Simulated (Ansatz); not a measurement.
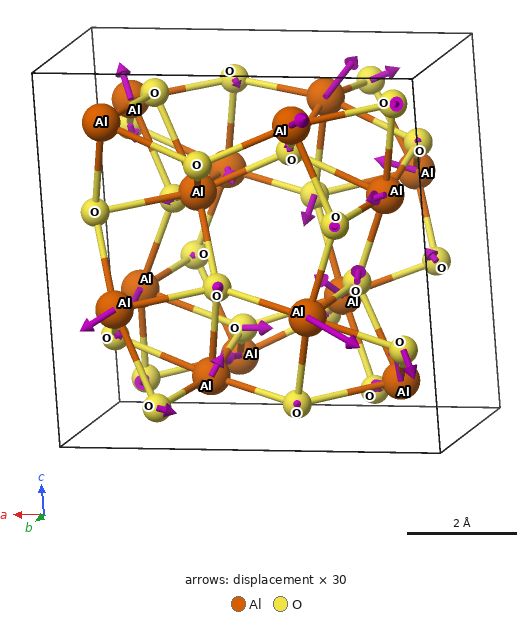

A relaxation of a defect cell of composition Al₅O₈ (cell charge −3). The starting structure is drawn; purple arrows show the displacements, magnified 30 times.

Style: ball-and-stick. Shown: the cell of the calculation, from a free direction.

Case: Al vacancy (site c), charge -3, atoms relaxed at the host's cell.

Level of theory: DFT PBEsol, scalar-relativistic, plane waves, PAW in Ansatz 0.2.0. (plane-wave cutoff 420 eV; k-point mesh 2 × 2 × 2; occupations gaussian; smearing width 0.01 eV; mesh shifted by (0.5, 0.5, 0.5); collinear spin; atoms relaxed in a fixed cell; force threshold 0.025 eV/Å; at most 45 steps)

Atoms of which element are displaced furthest, and by how much?

Answer. Aluminium: up to 0.043 Å, against 0.021 Å for oxygen.

What happened in the run?

Answer. The largest moves, 0.043 Å, are those of Al atoms. By element the largest moves are Al 0.043 Å, O 0.021 Å. The cell stays as it was. Some distances before and after: Al–O 1.952 → 1.990 Å, Al–O 1.942 → 1.911 Å, Al–O 2.078 → 2.107 Å, Al–O 1.865 → 1.840 Å. Bond angles that change, for instance: O–Al–O 78.3° → 80.4°, Al–O–Al 135.8° → 137.9°. After 3 accepted moves (4 points after the start) the energy has fallen by 0.156 eV per cell of the calculation. The largest force component goes from 0.88 to 0.02 eV/Å. 1 step only repeated the SCF at the same geometry. The program noted that the starting moments weren't kept. Cost: 51 s on 4 threads of Arm Neoverse V2, on a shared host, peak memory 0.88 GiB.

Limits of the set-up: the periodic images lie only 7.0 Å apart, so the values are limited by the cell's size; the cell is charged, on a uniform background, and energies carry no finite-size correction.
